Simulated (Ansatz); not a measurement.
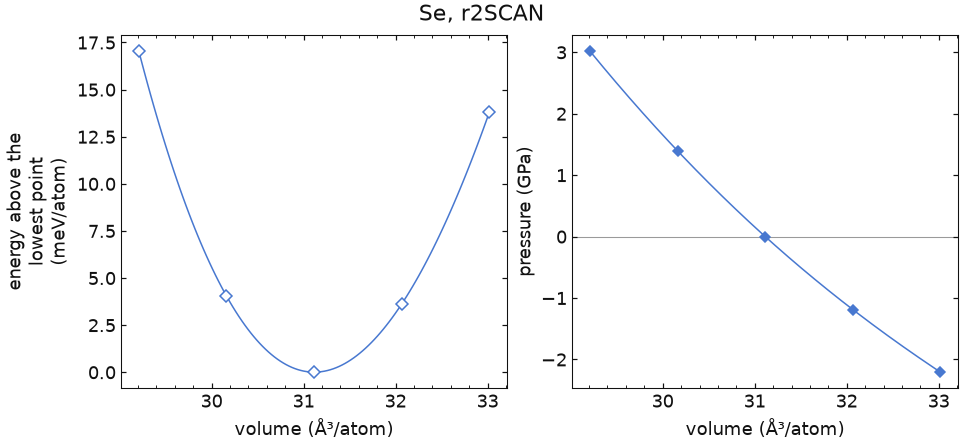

The figure shows the energy above the lowest point and pressure against volume for Se, space group Fd-3m (No. 227) (one of a set of cubic test structures, which need not be the stable phase).

How it was computed, with Ansatz 0.2.0 development build: equation of state of a cubic crystal from periodic Kohn-Sham density functional theory without spin, third-order Birch-Murnaghan fit to the free energies; pressure corrected for the finite basis. Level: r2SCAN.

- structure type: diamond
- atoms in cell: 2
- space group number: 227
- lattice centring: face-centred primitive
- k mesh: 9×9×9
- occupation method: Fermi–Dirac
- occupation width: 0.1 eV
- wave cutoff: 820 eV
- datasets: hand-made PAW
- density tolerance: 1e−09 eV
- bands: 20
- density cutoff ratio: 6
- search for lower states: default
- xc grid level: 2

What equilibrium volume and bulk modulus follow from the curve?

A third-order Birch–Murnaghan fit gives V0 = 31.12 Å³/atom, B0 = 42 GPa and B′ = 4.1.

Read off the course of the pressure.

It falls from 3.019 GPa at volume 29.21 Å³/atom to −2.208 GPa at 33.02 Å³/atom, and changes sign near 31.11 Å³/atom.

Keep in mind: cubic model structure, not the ambient form; modest k-mesh, values are not fully converged in k.
